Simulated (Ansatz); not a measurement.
Geometry relaxation of Ga₂₃N₂₄ (part 1 of 3)

- system: Ga₂₃N₂₄ (defect cell, 47 atoms in the cell)
- method: DFT PBE, scalar-relativistic, plane waves, PAW, spin-polarised (Ansatz 0.2.0)

The structure derives from an entry of the Crystallography Open Database.

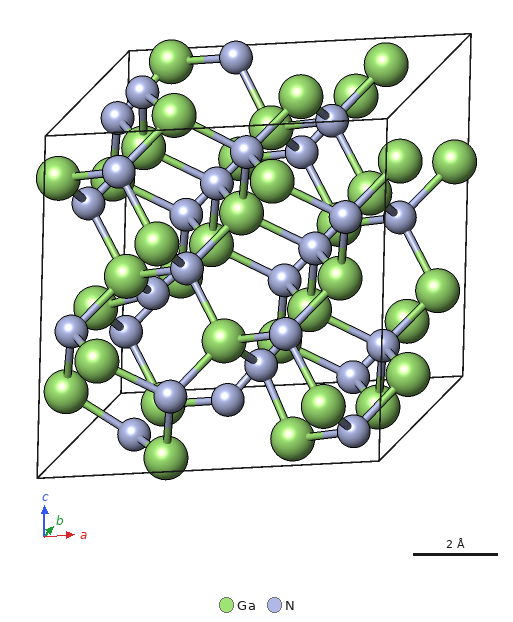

**Figure 1.** The structure as given in the input (ball-and-stick view of the cell of the calculation, seen slightly off an axis). Near neighbours in the crystal (not all of them lie inside the picture): Ga has 4 N at 1.92 to 1.99 Å; N has 4 Ga at 1.96 to 1.99 Å; N has 3 Ga at 1.92 to 1.93 Å.

**Key numbers**

```json
{"quantity": "outcome", "value": "converged"}
{"quantity": "electrons treated", "value": "419"}
{"quantity": "free energy", "value": "−96240.0381 eV"}
{"quantity": "Fermi energy", "value": "8.872 eV"}
{"quantity": "gap on the k-point mesh", "value": "0.59 eV"}
{"quantity": "net moment of the cell", "value": "3.00 μB"}
{"quantity": "integrated absolute moment", "value": "3.30 μB"}
{"quantity": "final volume", "value": "564.39 Å³"}
{"quantity": "largest force (length of the vector) at the end", "value": "0.017 eV/Å"}
{"quantity": "hardware", "value": "8 threads of Arm Neoverse V2, 128 GiB of memory available, shared host"}
{"quantity": "wall time", "value": "87 s (CPU time 11 min)"}
{"quantity": "peak memory", "value": "5.2 GiB"}
```

**The input**
```yaml
crystal:
  lattice:
    - [3.2184289061, -5.5744823859, -5.2430304973]
    - [-6.4368578122, 0.0, -5.2430304973]
    - [3.2184289061, 5.5744823859, -5.2430304973]
  atoms:
    - { symbol: Ga, position: [0.0008626848, 0.1673585323, 0.8346405006] }
    - { symbol: Ga, position: [0.6655659642, 0.3342809268, -0.0017349861] }
    - { symbol: Ga, position: [0.1645143096, 0.8320232699, 0.0016033608] }
    - { symbol: Ga, position: [0.1678533697, 0.3310072031, 0.4993097588] }
    - { symbol: Ga, position: [0.8328841827, 0.00083049, 0.1678981896] }
    - { symbol: Ga, position: [0.5013679487, 0.6645256187, 0.8334968808] }
    - { symbol: Ga, position: [0.8343367833, 0.5005537311, 0.6667145014] }
    - { symbol: Ga, position: [0.4980473333, 0.1661448294, 0.3351041433] }
    - { symbol: Ga, position: [0.3341244356, -0.0006331655, 0.6680904534] }
    - { symbol: Ga, position: [-0.0002609398, 0.6678360839, 0.3318583699] }
    - { symbol: Ga, position: [0.6668909965, 0.833389722, 0.5007394427] }
    - { symbol: Ga, position: [0.6659531398, 0.500861931, 0.334281577] }
    - { symbol: Ga, position: [0.3361361478, 0.1649855591, 0.002026598] }
    - { symbol: Ga, position: [-0.0014317137, 0.3347838313, 0.1698771406] }
    - { symbol: Ga, position: [0.5005028838, 0.8324127001, 0.1681752672] }
    - { symbol: Ga, position: [0.5001906727, 0.3331340285, 0.6672305241] }
    - { symbol: Ga, position: [0.1666796928, -7.3108e-05, 0.3339617533] }
    - { symbol: Ga, position: [0.8334352695, 0.6666942086, 0.0004533517] }
    - { symbol: Ga, position: [0.1683235368, 0.5026448045, 0.8322194998] }
    - { symbol: Ga, position: [0.8329519981, 0.1670955814, 0.5014872181] }
    - { symbol: Ga, position: [0.667681781, -0.0006256321, 0.8344809721] }
    - { symbol: Ga, position: [0.3344244506, 0.6670045658, 0.4997295485] }
    - { symbol: Ga, position: [0.0006650927, 0.8341835462, 0.666687226] }
    - { symbol: "N", position: [0.5413282288, 0.7077651196, 0.3750860581] }
    - { symbol: "N", position: [0.194521306, 0.3609927789, 0.0282179171], spin: 0.25 }
    - { symbol: "N", position: [0.8742080196, 0.5426185702, 0.2084838677] }
    - { symbol: "N", position: [0.3746786816, 0.0406361322, 0.209870418] }
    - { symbol: "N", position: [0.3761850391, 0.5411728767, 0.707941694] }
    - { symbol: "N", position: [0.0405960416, 0.207103871, 0.3754103473] }
    - { symbol: "N", position: [0.7088602177, 0.8745707039, 0.0423880193] }
    - { symbol: "N", position: [0.0405984122, 0.7081276961, 0.8743510478] }
    - { symbol: "N", position: [0.7081169107, 0.3750135885, 0.5426588913] }
    - { symbol: "N", position: [0.5416432217, 0.2070428059, 0.8743904238] }
    - { symbol: "N", position: [0.2085663975, 0.8753536697, 0.5418554139] }
    - { symbol: "N", position: [0.8750582602, 0.0415310444, 0.7088851795] }
    - { symbol: "N", position: [0.5614039841, 0.3618125454, 0.2122086312], spin: 0.25 }
    - { symbol: "N", position: [0.2079520051, 0.0404186589, 0.8749181994] }
    - { symbol: "N", position: [0.8739825808, 0.2076517302, 0.0417621651] }
    - { symbol: "N", position: [0.3784134745, 0.7278052965, 0.0291580299], spin: 0.25 }
    - { symbol: "N", position: [0.3746402638, 0.2069754903, 0.5427197987] }
    - { symbol: "N", position: [0.0404926406, 0.8754614297, 0.2083963602] }
    - { symbol: "N", position: [0.708992413, 0.5410836753, 0.8743264606] }
    - { symbol: "N", position: [0.0411684542, 0.3744455819, 0.7077069081] }
    - { symbol: "N", position: [0.7080295387, 0.0406170952, 0.376128657] }
    - { symbol: "N", position: [0.5423207712, 0.8744992724, 0.7079615519] }
    - { symbol: "N", position: [0.1954150736, 0.5449259946, 0.3951016294], spin: 0.25 }
    - { symbol: "N", position: [0.874137535, 0.7087926425, 0.5418234255] }
  host:
    lattice:
      - [3.2184289061, 0.0, 0.0]
      - [-1.6092144531, 2.787241193, 0.0]
      - [0.0, 0.0, 5.2430304973]
    atoms:
      - { symbol: Ga, position: [0.3333333333, 0.6666666667, -0.0008683118] }
      - { symbol: Ga, position: [0.6666666667, 0.3333333333, 0.4991316882] }
      - { symbol: "N", position: [0.3333333333, 0.6666666667, 0.3758683118] }
      - { symbol: "N", position: [0.6666666667, 0.3333333333, 0.8758683118] }
basis:
  ecutwfc: 420
  xc_grid: 2
kpoints:
  mp_grid: { grid: [2, 2, 2], shift: [0.5, 0.5, 0.5] }
hamiltonian:
  xc: pbe
scf:
  occupations: { method: gaussian, width: 0.01 }
output:
  forces: true
  stress: false
  eigenvalues: true
  populations: true
  charged_corrections:
    defect_position: [0.33362277, 0.50028944, 0.1669561]
    epsilon: [[10.4942, 0.0, 0.0], [0.0, 10.4942, 0.0], [0.0, 0.0, 11.6904]]
  write_density: true
  write_potential: true
  elf: true
  volumetric_format: npy
magnetization:
  spin_polarized: true
relax:
  adjacent_minimum: "off"
  f_tol: 0.025
  max_steps: 60
```

Command:
```bash
ansatz run input.yaml --threads 8 --pin off --max-ram 22528MiB --backend cpu --events-out ev --progress --plain --runs-dir out
```

**The program's output**
```
Engine: ansatz 0.2.0, aarch64-unknown-linux-gnu
Pseudopotentials: kind: paw
Pseudopotential: Ga, paw, valence charge 13, recommended cutoff 420 eV (normal), Ga.paw.azcp
Pseudopotential: N, paw, valence charge 5, recommended cutoff 420 eV (normal), N.paw.azcp
Functional definition: PBE
  parameter kappa = 0.804
  parameter beta = 0.06672455060314922
  exchange = pbe_x(kappa = kappa, mu = beta*pi^2/3)
  correlation = pbe_c(beta = beta)
Crystal: 47 atoms, lattice volume = 564.394 Å³
Basis set: ecut = 420 eV, 11057 PW (Γ), exchange–correlation on 120×120×120 points (8 copies of the dense FFT grid, shifted against one another)
Bands: 257, of which v1, the nominal top of the filled ones, is band 210 counted from 1 (209 counted from 0)
Symmetry: 1 space group operations
Space group: P1 (ITA 1), of the structure as read, at distance tolerance 8.3e-5 Å
Magnetic group: BNS 1.1 (UNI 1), of the structure as read, at distance tolerance 8.3e-5 Å
k-points: 4 of 8 (time reversal used)
Non-local potential: Ga, projectors of the file, l = 0: 2, l = 1: 2, l = 2: 3, l = 3: 1
Non-local potential: N, projectors of the file, l = 0: 2, l = 1: 2, l = 2: 1
PAW form: soft (Blöchl's): semilocal exchange-correlation on the pseudo side does not see the compensation charge
PAW one-centre angular grid: Ga, 590 points (default); XC on 64 Gauss nodes
PAW one-centre angular grid: N, 110 points (default); XC on 64 Gauss nodes
Initial density: superposition of atomic densities (chi_scale 0.1, normalization cell, long waves kept (reshape's long-wave potential 0.16 eV rms))
Starting moments: Σ|m| = 1 μB on 4 of 47 sites
Initial wavefunctions: pseudopotential atomic-orbital guess
Functional: x = pbe(κ = 0.804, μ = 0.2195149727645171), c = pbe(β = 0.06672455060314922)
SCF iter   1: F=—  HF=-96253.883059 eV  |F-HF|=—  |Δ(HF+E_count)|=         —  Δρ=5.20e-2 (↑5.20e-2 ↓5.13e-2)  dr2=5.41e1  dr2_m=9.38e-1  M=3.000 μB ∫|m|=3.039 μB  β_m=1.00  ethr=3.10e-3  ⟨swp⟩=6.0  Hψ=6571  notcnv=0  defer=37
preconditioner: auto → Resta (q_TF=auto, 2.596 Å⁻¹)  ε∞=4.7  [insulator: Δε(μ)=0.061 eV  Ē_g=16.531 eV  σ=0.010 eV  W_gap=1.00  n_scr=166 (ndim 8)  ℏωp=32.0 eV  f_vac=0.007  D(μ)=0.01/eV (n_scr^D=0)  ε∞_Penn≈4.7]
spin=Collinear: Resta preconditioning applied to the charge; magnetization (m = ρ↑ − ρ↓) channel mixes plain (no charge-response kernel on spin).
SCF iter   2: F=—  HF=-96243.806256 eV  |F-HF|=—  |Δ(HF+E_count)|=    1.01e1  Δρ=2.89e-2 (↑2.89e-2 ↓2.88e-2)  dr2=1.63e1  dr2_m=1.73e-2  M=3.000 μB ∫|m|=3.171 μB  β_m=1.00  ethr=3.10e-3  ⟨swp⟩=2.0  Hψ=2935  notcnv=0  defer=335
SCF iter   3: F=—  HF=-96240.213527 eV  |F-HF|=—  |Δ(HF+E_count)|=    3.59e0  Δρ=1.35e-2 (↑1.35e-2 ↓1.35e-2)  dr2=2.28e0  dr2_m=4.19e-3  M=3.000 μB ∫|m|=3.231 μB  β_m=0.30  ethr=3.10e-3  ⟨swp⟩=2.8  Hψ=3139  notcnv=0  defer=332
SCF iter   4: F=—  HF=-96239.921725 eV  |F-HF|=—  |Δ(HF+E_count)|=   2.92e-1  Δρ=3.17e-3 (↑3.17e-3 ↓3.06e-3)  dr2=2.26e-1  dr2_m=1.80e-3  M=3.000 μB ∫|m|=3.238 μB  β_m=1.00  ethr=5.43e-4  ⟨swp⟩=2.0  Hψ=2257  notcnv=0  defer=341
SCF iter   5: F=—  HF=-96239.962697 eV  |F-HF|=—  |Δ(HF+E_count)|=   4.10e-2  Δρ=2.29e-3 (↑2.16e-3 ↓2.29e-3)  dr2=6.75e-2  dr2_m=5.46e-4  M=3.000 μB ∫|m|=3.265 μB  β_m=0.30  ethr=5.40e-5  ⟨swp⟩=2.0  Hψ=2123  notcnv=0  defer=341
SCF iter   6: F=—  HF=-96240.007495 eV  |F-HF|=—  |Δ(HF+E_count)|=   4.48e-2  Δρ=1.56e-3 (↑1.40e-3 ↓1.56e-3)  dr2=2.38e-2  dr2_m=6.09e-4  M=3.000 μB ∫|m|=3.271 μB  β_m=0.30  ethr=1.61e-5  ⟨swp⟩=2.0  Hψ=2736  notcnv=0  defer=341
Mixer restart at iter 6: flushing history
spin-set hold released at iteration 6 (site moments contracting): the magnetisation degrees of freedom join the quasi-Newton model from the next iteration; the mixer history was flushed
SCF iter   7: F=—  HF=-96240.019173 eV  |F-HF|=—  |Δ(HF+E_count)|=   1.17e-2  Δρ=1.18e-3 (↑1.07e-3 ↓1.18e-3)  dr2=1.42e-2  dr2_m=3.33e-4  M=3.000 μB ∫|m|=3.275 μB  β_m=0.65  ethr=5.67e-6  ⟨swp⟩=2.0  Hψ=1757  notcnv=0  defer=341
SCF iter   8: F=—  HF=-96240.037115 eV  |F-HF|=—  |Δ(HF+E_count)|=   1.79e-2  Δρ=2.39e-4 (↑1.97e-4 ↓2.39e-4)  dr2=1.32e-3  dr2_m=1.94e-5  M=3.000 μB ∫|m|=3.289 μB  β_m=0.65  ethr=3.40e-6  ⟨swp⟩=2.0  Hψ=3591  notcnv=0  defer=341
SCF iter   9: F=—  HF=-96240.037734 eV  |F-HF|=—  |Δ(HF+E_count)|=   6.19e-4  Δρ=9.95e-5 (↑9.95e-5 ↓9.77e-5)  dr2=3.07e-4  dr2_m=1.43e-6  M=3.000 μB ∫|m|=3.291 μB  β_m=0.82  ethr=3.16e-7  ⟨swp⟩=2.0  Hψ=3239  notcnv=0  defer=341
SCF iter  10: F=—  HF=-96240.038062 eV  |F-HF|=—  |Δ(HF+E_count)|=   3.28e-4  Δρ=7.94e-5 (↑5.68e-5 ↓7.94e-5)  dr2=1.05e-4  dr2_m=2.54e-6  M=3.000 μB ∫|m|=3.293 μB  β_m=0.71  ethr=7.32e-8  ⟨swp⟩=2.0  Hψ=3391  notcnv=0  defer=341
SCF iter  11: F=-96240.038067 eV  HF=-96240.038074 eV  |F-HF|=7.85e-6  |Δ(HF+E_count)|=   1.29e-5  Δρ=2.84e-5 (↑1.62e-5 ↓2.84e-5)  dr2=1.41e-5  dr2_m=4.98e-7  M=3.000 μB ∫|m|=3.293 μB  ethr=3.73e-9  ⟨swp⟩=15.0  Hψ=19180  notcnv=0
SCF 1 converged in 11 iterations: F = -96240.038067 eV  dr2 = 1.41e-5
  greatest PAW one-centre occupation: 0.996 electrons in one spin orbital (limit 2), on the Ga atom at site 2 (counted from 0), in its partial waves of l = 2
relax step   1: F+E_penalty+E_count = -96240.03806653 eV  Δ(F+E_penalty+E_count) = +0.000e0 eV  max|allowed force component| = 1.527e-2 eV/Å  Δτ_max = 0.0000 Å  (11 SCF iters, dr2 threshold 1.56e-5 eV, accepted)
Initial density: handed on by an earlier stage of this run
Starting moments: Σ|m| = 1 μB on 4 of 47 sites; this step starts from the density that it was given
Initial wavefunctions: those handed on with the density
iter 1 solved again at ethr=3.36e-9 eV; its pass at ethr=3.10e-3 eV (dr2=1.41e-5 eV) is discarded
SCF iter   1: F=—  HF=-96240.038074 eV  |F-HF|=—  |Δ(HF+E_count)|=         —  Δρ=2.84e-5 (↑1.62e-5 ↓2.84e-5)  dr2=1.41e-5  dr2_m=4.98e-7  M=3.000 μB ∫|m|=3.293 μB  β_m=0.30  ethr=3.36e-9  ⟨swp⟩=1.0  Hψ=4800  notcnv=0
preconditioner: auto → Resta (q_TF=auto, 2.596 Å⁻¹)  ε∞=4.9  [insulator: Δε(μ)=0.587 eV  Ē_g=16.241 eV  σ=0.010 eV  W_gap=1.00  n_scr=166 (ndim 8)  ℏωp=32.0 eV  f_vac=0.028  D(μ)=0.00/eV (n_scr^D=0)  ε∞_Penn≈4.9]
spin=Collinear: Resta preconditioning applied to the charge; magnetization (m = ρ↑ − ρ↓) channel mixes plain (no charge-response kernel on spin).
SCF iter   2: F=—  HF=-96240.038074 eV  |F-HF|=—  |Δ(HF+E_count)|=   6.23e-7  Δρ=9.23e-6 (↑7.83e-6 ↓9.23e-6)  dr2=1.70e-6  dr2_m=1.10e-7  M=3.000 μB ∫|m|=3.293 μB  β_m=0.34  ethr=3.36e-9  ⟨swp⟩=2.0  Hψ=2691  notcnv=0
SCF iter   3: F=—  HF=-96240.038075 eV  |F-HF|=—  |Δ(HF+E_count)|=   8.38e-7  Δρ=6.35e-6 (↑5.73e-6 ↓6.35e-6)  dr2=9.69e-7  dr2_m=5.56e-8  M=3.000 μB ∫|m|=3.293 μB  β_m=0.67  ethr=4.06e-10  ⟨swp⟩=2.0  Hψ=1798  notcnv=0
SCF iter   4: F=—  HF=-96240.038076 eV  |F-HF|=—  |Δ(HF+E_count)|=   1.32e-6  Δρ=3.65e-6 (↑2.20e-6 ↓3.65e-6)  dr2=2.51e-7  dr2_m=6.19e-9  M=3.000 μB ∫|m|=3.293 μB  β_m=0.62  ethr=2.31e-10  ⟨swp⟩=2.5  Hψ=3395  notcnv=0
SCF iter   5: F=-96240.038076 eV  HF=-96240.038076 eV  |F-HF|=2.43e-9  |Δ(HF+E_count)|=   5.57e-8  Δρ=1.04e-6 (↑9.48e-7 ↓1.04e-6)  dr2=2.79e-8  dr2_m=6.77e-10  M=3.000 μB ∫|m|=3.293 μB  ethr=2.39e-11  ⟨swp⟩=9.1  Hψ=12074  notcnv=0
SCF 2 converged in 5 iterations: F = -96240.038076 eV  dr2 = 2.79e-8
relax step   2: F+E_penalty+E_count = -96240.03807598 eV  Δ(F+E_penalty+E_count) = -9.442e-6 eV  max|allowed force component| = 1.529e-2 eV/Å  Δτ_max = 0.0000 Å  (5 SCF iters, accepted)
```

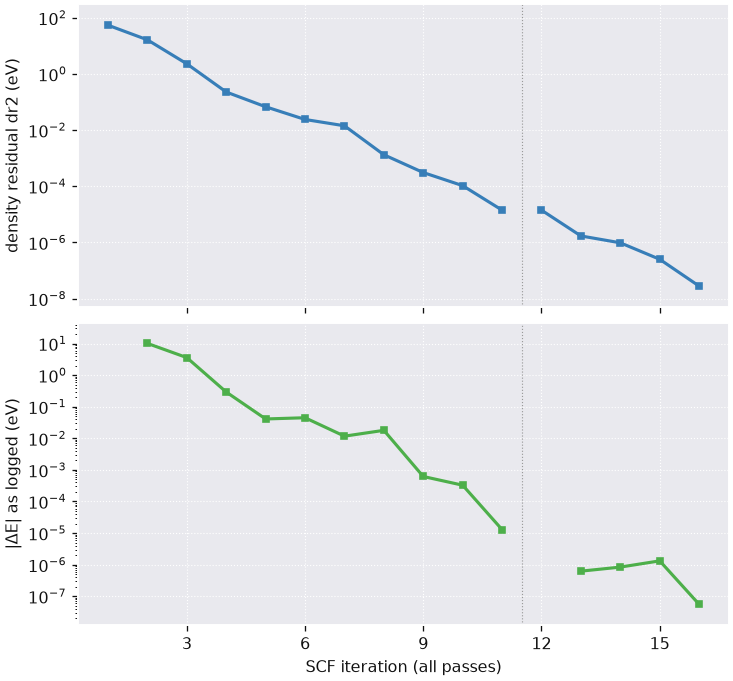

**Figure 2.** Convergence of the self-consistent field: density residual dr2 and size of the energy change against the SCF iteration. The dotted lines part the SCF passes of the relaxation: geometry steps, rejected trials and re-solves on a re-selected basis. The passes take 11 and 5 iterations.

```
SCF converged after 5 iterations
Magnetization: 3.0000 μB (211.0000 up, 208.0000 down)
Absolute magnetization: 3.2953 μB (∫|ρ↑−ρ↓|, with the PAW one-centre terms)
Spin contamination: 0.0167 ħ² per cell (⟨S²⟩ above its minimum at these occupations)
Per-site moments (μB) at R_I (Å): [(0.003003659491868947, 0.8110492857017947), (0.0023755240080131144, 0.7927971803788421), (0.0023807683565774808, 0.7927411771417758), (0.002379108979248113, 0.7927933657809535), (0.0009073829957828567, 0.8096672494159467), (0.002135122842891051, 0.7927058492005472), (0.0009093406848383735, 0.8095809520999764), (0.0021325125489239935, 0.7927195052120838), (0.0009080717782707968, 0.8097065717009179), (0.0021399705173791752, 0.7926456358860693), (0.003267757190344279, 0.8085383842190809), (0.0023955464362625262, 0.7948254070034246), (0.001482348358824172, 0.7956793839485748), (0.0014856673638092394, 0.7956184472302699), (0.0023915911788498488, 0.7948962912232252), (0.00014413993072329184, 0.8097985105230854), (0.00014448260113157787, 0.8098054169091328), (0.00014438222013863364, 0.8099190514709619), (0.0014778244833824308, 0.795724079474877), (-0.00017147974109404555, 0.8109765819978052), (-0.00017147568293065358, 0.8109041576979519), (0.0023920581740520066, 0.7948936684699728), (-0.00017145043323413156, 0.8109224898499079), (0.028776189814562998, 0.8074778700542784), (0.4683668611543784, 0.7956184472302699), (0.010754792965864415, 0.8082602718415104), (0.010739606655471875, 0.8082272253674235), (0.010734172657014679, 0.8081645510907388), (0.0037579117338699952, 0.8089348215853295), (0.014758548093779527, 0.8109041576979519), (0.0037564259718729197, 0.8089335614582391), (0.014782779388010175, 0.8109765819978052), (0.0037425063094871885, 0.8088157896184408), (0.014776674783265805, 0.8109224898499079), (0.007011750331011964, 0.8111941852399366), (0.43439464184580767, 0.7927195052120838), (0.07988384319923053, 0.8097065717009179), (0.07987238866879565, 0.8096672494159467), (0.43400091561692955, 0.7927058492005472), (0.006523166188363187, 0.8077965419407003), (0.006532909373817165, 0.8078486842540535), (0.006526418100758461, 0.8078714105959203), (0.07986642618320922, 0.8095809520999764), (0.04315581438639192, 0.8086332236604515), (0.04308901471578556, 0.8085383842190809), (0.4339207287831278, 0.7926456358860693), (0.043144276718574424, 0.8086296722735866)]
Free energy (F): -96240.038076 eV
Harris-Foulkes:  -96240.038076 eV  (|F-HF|=2.43e-9)
Internal energy: -96240.038076 eV  (E = F + TS)
E sigma→0 (E₀):  -96240.038076 eV
Fermi energy:    8.871833 eV
--- Per-component energies (eV) ---
  E_band       = -466.498866
  E_kinetic    = 5783.020491
  E_local      = -47487.210904  (includes V_loc(G=0)·N_el)
  E_nonlocal   = 10956.994649
  E_hartree    = 21752.779305
  E_xc         = -3009.977716
  E_vxc        = -3144.583664  (∫ρ·V_xc dr)
  E_paw        = -48894.871009  (= ΣΔE_a)
  E_vpaw       = -10080.289243  (= ΣTr[D̂ρ^β])
  E_aug_tail   = 0.001463  (compensation charges beyond the density's cutoff)
  E_ewald      = -35340.774354
  E_smearing   = -0.000000  (= −TS)
  E_closure    = -0.000000  (closes the sum)
  Σ components = -96240.038076   (vs F -96240.038076, Δ=0.00e0)
```
